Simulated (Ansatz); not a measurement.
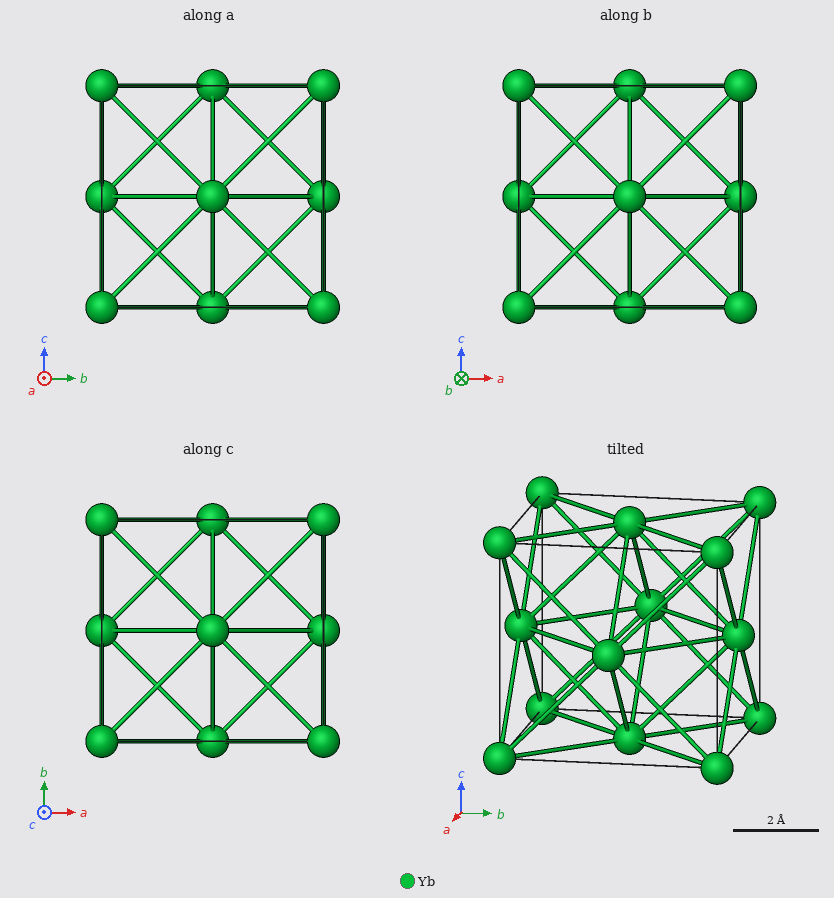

Ball-and-stick drawing of the structure, looking along the a axis, along the b axis, along the c axis and slightly off an axis. The parallelepiped is the conventional unit cell.

Lattice parameters: a = 5.2302 Å, b = 5.2302 Å, c = 5.2302 Å, α = 90.000°, β = 90.000°, γ = 90.000°.

Question: Write down what is shown as a CIF in P1 with every atom of the cell.

Answer:
```cif
data_structure
_symmetry_space_group_name_H-M 'P 1'
_symmetry_Int_Tables_number 1
_cell_length_a 5.2302
_cell_length_b 5.2302
_cell_length_c 5.2302
_cell_angle_alpha 90.000
_cell_angle_beta 90.000
_cell_angle_gamma 90.000
_cell_volume 143.07
loop_
_atom_site_label
_atom_site_type_symbol
_atom_site_fract_x
_atom_site_fract_y
_atom_site_fract_z
_atom_site_occupancy
Yb1 Yb 0.0000 0.0000 0.0000 1
Yb2 Yb 0.0000 0.5000 0.5000 1
Yb3 Yb 0.5000 0.0000 0.5000 1
Yb4 Yb 0.5000 0.5000 0.0000 1
```

The structure comes from the standard structure of this element. The cell was then strained or its atoms displaced on purpose. Ansatz was used for an electronic-structure calculation on it.
